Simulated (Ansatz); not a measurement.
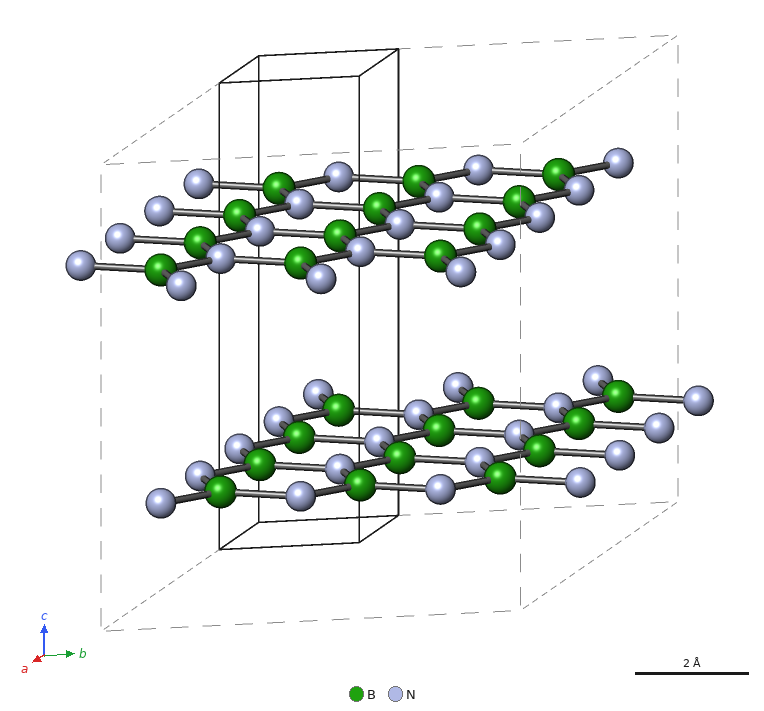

A ball-and-stick rendering, viewed slightly off an axis. The solid box is one conventional unit cell, and 4×3×1 cells are shown. A few atoms beyond the faces are included.

BN, space group P6_3/mmc (No. 194), a = 2.56 Å, b = 2.56 Å, c = 8.46 Å, α = 90.00°, β = 90.00°, γ = 120.00°.

All computed values are from DFT PBE, scalar-relativistic, plane waves, PAW in Ansatz. Settings: plane-wave cutoff 420 eV, k-mesh 12×12×4, Gaussian smearing of 0.02 eV, no spin polarisation.

What is the electronic character?

An insulator at this level, with a gap of 4.40 eV on the k-mesh (the true edges may lie between mesh points, so the gap can be somewhat smaller).

Origin of the cell: a structure listed in the Materials Project. It was relaxed with DFT PBE, scalar-relativistic, plane waves, PAW in Ansatz under a constraint or pressure on the cell, so some stress remains.

At this level of theory the run's own cell isn't at rest (stretched, at -10 GPa), so its distances can differ from those at equilibrium, the more so the softer the solid.
